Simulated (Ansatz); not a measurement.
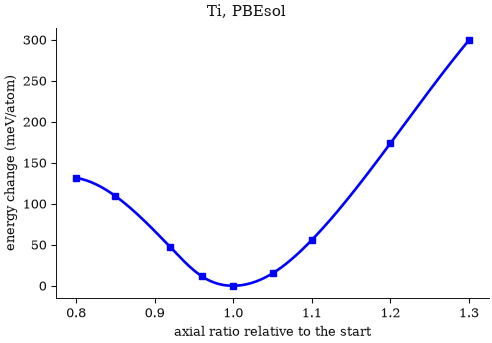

Plotted: energy change against relative axial ratio for Ti, space group P6/mmm (No. 191).

Starting cell:
```yaml
crystal:
  lattice:
    - [4.51529, 0.00000, 0.00000]
    - [-2.25765, 3.91036, 0.00000]
    - [0.00000, 0.00000, 2.79879]
  atoms:
    - { symbol: Ti, position: [0.00000, 0.00000, 0.00000] }
    - { symbol: Ti, position: [0.33333, 0.66667, 0.50000] }
    - { symbol: Ti, position: [0.66667, 0.33333, 0.50000] }
```

How it was computed, with Ansatz 0.2.0: deformation of a crystal at fixed volume, lengths along the axis scaled against those across it, fractional coordinates fixed, by plane-wave density functional theory with PAW datasets, free energies less that of the undisturbed cell, pressure positive in compression; scalar-relativistic. Level: PBEsol, no spin polarisation.

```
       setting                              value
   wave cutoff                             420 eV
        k mesh                           12×12×18
   occupations                           Gaussian
smearing width                            0.15 eV
       k shift             (0, 0, 0) (mesh steps)
         start                            relaxed
          path                              axial
axis direction  (0, 0, 1) (Cartesian unit vector)
```

From this curve and the settings, what does the calculation give for the pressure at the same points?

The pressure goes from 0.656 GPa at relative axial ratio 0.80 to 0.642 GPa at 1.30, not monotonically, with a low of −0.143 GPa at 1.05, and changes sign near 1.00 and 1.12.

```
axial ratio relative to the start  pressure (GPa)
                             0.80           0.656
                             0.85           0.614
                             0.92           0.654
                             0.96           0.255
                             1.00          -0.017
                             1.05          -0.143
                             1.10          -0.058
                             1.20           0.232
                             1.30           0.642
```

Keep in mind: shape and atomic fractions are frozen while scaling, which makes layered, chain and framework solids too stiff.
